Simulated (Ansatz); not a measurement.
**Run report: Ga₂₅Se₂₄, geometry relaxation (part 5 of 5)**

Continued. System: Ga₂₅Se₂₄ (defect cell, 49 atoms in the cell). Method: DFT PBEsol, scalar-relativistic, plane waves, PAW, spin-polarised (Ansatz 0.2.0); cutoff 420 eV, 2×2×2 k-mesh, Gaussian smearing of 0.01 eV, collinear spins. The structure derives from a Materials Project entry. It belongs to a series of runs on one base structure; here: Ga interstitial, charge +0, atoms relaxed at the host's cell.

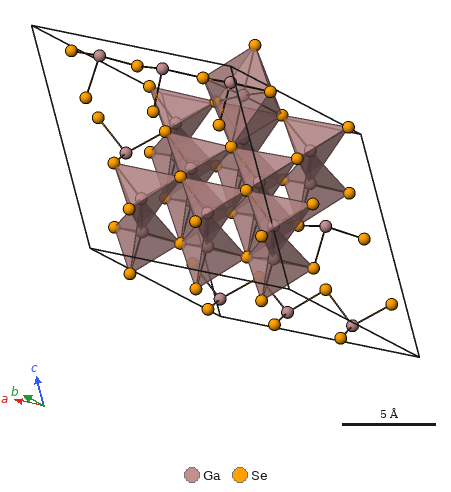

Fig. 1: The geometry at step 5 of the log (polyhedral view of the cell of the calculation, seen at an oblique angle; polyhedra are completed across the faces of the cell).

**The input**
```yaml
crystal:
  lattice:
    - [-11.2407157535, 0.0, 0.0]
    - [-5.6203578768, 5.4081918885, -8.1684585181]
    - [-5.6203578768, -7.5714686439, -8.1684585181]
  atoms:
    - { symbol: Ga, position: [0.258634777, 0.5871483157, 0.5622487969] }
    - { symbol: Ga, position: [0.9253014437, 0.5871483157, 0.5622487969] }
    - { symbol: Ga, position: [0.0919681103, 0.8371483157, 0.3122487969] }
    - { symbol: Ga, position: [0.258634777, 0.0871483157, 0.0622487969] }
    - { symbol: Ga, position: [0.5919681103, 0.5871483157, 0.5622487969] }
    - { symbol: Ga, position: [0.758634777, 0.8371483157, 0.3122487969] }
    - { symbol: Ga, position: [0.9253014437, 0.0871483157, 0.0622487969] }
    - { symbol: Ga, position: [0.4253014437, 0.8371483157, 0.3122487969] }
    - { symbol: Ga, position: [0.5919681103, 0.0871483157, 0.0622487969] }
    - { symbol: Ga, position: [0.0919681103, 0.3371483157, 0.8122487969] }
    - { symbol: Ga, position: [0.758634777, 0.3371483157, 0.8122487969] }
    - { symbol: Ga, position: [0.4253014437, 0.3371483157, 0.8122487969], spin: 0.125 }
    - { symbol: Ga, position: [0.9075138599, 0.1634560524, 0.6881828946] }
    - { symbol: Ga, position: [0.5741805265, 0.1634560524, 0.6881828946] }
    - { symbol: Ga, position: [0.7408471932, 0.4134560524, 0.4381828946] }
    - { symbol: Ga, position: [0.9075138599, 0.6634560524, 0.1881828946] }
    - { symbol: Ga, position: [0.2408471932, 0.1634560524, 0.6881828946] }
    - { symbol: Ga, position: [0.4075138599, 0.4134560524, 0.4381828946] }
    - { symbol: Ga, position: [0.5741805265, 0.6634560524, 0.1881828946] }
    - { symbol: Ga, position: [0.0741805265, 0.4134560524, 0.4381828946] }
    - { symbol: Ga, position: [0.2408471932, 0.6634560524, 0.1881828946] }
    - { symbol: Ga, position: [0.7408471932, 0.9134560524, 0.9381828946] }
    - { symbol: Ga, position: [0.4075138599, 0.9134560524, 0.9381828946] }
    - { symbol: Ga, position: [0.0741805265, 0.9134560524, 0.9381828946] }
    - { symbol: Se, position: [0.1869183888, 0.8374841019, 0.4553457871] }
    - { symbol: Se, position: [0.8535850555, 0.8374841019, 0.4553457871] }
    - { symbol: Se, position: [0.0202517222, 0.0874841019, 0.2053457871] }
    - { symbol: Se, position: [0.1869183888, 0.3374841019, 0.9553457871], spin: 0.125 }
    - { symbol: Se, position: [0.5202517222, 0.8374841019, 0.4553457871] }
    - { symbol: Se, position: [0.6869183888, 0.0874841019, 0.2053457871] }
    - { symbol: Se, position: [0.8535850555, 0.3374841019, 0.9553457871] }
    - { symbol: Se, position: [0.3535850555, 0.0874841019, 0.2053457871] }
    - { symbol: Se, position: [0.5202517222, 0.3374841019, 0.9553457871], spin: 0.125 }
    - { symbol: Se, position: [0.0202517222, 0.5874841019, 0.7053457871] }
    - { symbol: Se, position: [0.6869183888, 0.5874841019, 0.7053457871] }
    - { symbol: Se, position: [0.3535850555, 0.5874841019, 0.7053457871], spin: 0.125 }
    - { symbol: Se, position: [0.4792663076, 0.49641153, 0.2117225214] }
    - { symbol: Se, position: [0.1459329743, 0.49641153, 0.2117225214], spin: 0.125 }
    - { symbol: Se, position: [0.312599641, 0.74641153, 0.9617225214], spin: 0.125 }
    - { symbol: Se, position: [0.4792663076, 0.99641153, 0.7117225214] }
    - { symbol: Se, position: [0.812599641, 0.49641153, 0.2117225214] }
    - { symbol: Se, position: [0.9792663076, 0.74641153, 0.9617225214], spin: 0.125 }
    - { symbol: Se, position: [0.1459329743, 0.99641153, 0.7117225214] }
    - { symbol: Se, position: [0.6459329743, 0.74641153, 0.9617225214] }
    - { symbol: Se, position: [0.812599641, 0.99641153, 0.7117225214] }
    - { symbol: Se, position: [0.312599641, 0.24641153, 0.4617225214] }
    - { symbol: Se, position: [0.9792663076, 0.24641153, 0.4617225214] }
    - { symbol: Se, position: [0.6459329743, 0.24641153, 0.4617225214] }
    - { symbol: Ga, position: [0.25, 0.5416666667, 0.9583333333], spin: 0.125 }
  host:
    lattice:
      - [1.8734526256, 1.0816383777, 8.1684585181]
      - [-1.8734526256, 1.0816383777, 8.1684585181]
      - [0.0, -2.1632767554, 8.1684585181]
    atoms:
      - { symbol: Ga, position: [0.9502009624, 0.9502009624, 0.9502009624] }
      - { symbol: Ga, position: [0.0494536843, 0.0494536843, 0.0494536843] }
      - { symbol: Se, position: [0.2357233703, 0.2357233703, 0.2357233703] }
      - { symbol: Se, position: [0.4306219829, 0.4306219829, 0.4306219829] }
basis:
  ecutwfc: 420
  xc_grid: 2
kpoints:
  mp_grid: { grid: [2, 2, 2], shift: [0.0, 0.0, 0.0] }
hamiltonian:
  xc: pbesol
scf:
  occupations: { method: gaussian, width: 0.01 }
output:
  forces: true
  stress: false
  eigenvalues: true
  populations: true
  charged_corrections: { defect_position: [0.25, 0.54166667, 0.95833333] }
  write_density: true
  write_potential: true
  elf: true
  volumetric_format: npy
magnetization:
  spin_polarized: true
relax:
  adjacent_minimum: "off"
  f_tol: 0.025
  max_steps: 45
```

Launch command:
```bash
ansatz run input.yaml --threads 4 --pin off --max-ram 10240MiB --backend cpu --events-out ev --progress --plain --runs-dir out
```

**Results in brief**

- outcome: converged
- electrons treated: 709
- free energy: −223786.0981 eV
- Fermi energy: 8.377 eV
- gap on the k-point mesh: 0.14 eV
- net moment of the cell: 0.00 μB
- integrated absolute moment: 0.00 μB
- final volume: 1191.78 Å³
- largest force (length of the vector) at the end: 0.009 eV/Å
- hardware: 4 threads of Intel Xeon @ 2.50GHz (Skylake/Cascade Lake), 189 GiB of memory available, shared host
- wall time: 31 min (CPU time 1.9 h)
- peak memory: 7.3 GiB

**Remarks**

Notes on the run: some starting moments were not kept.
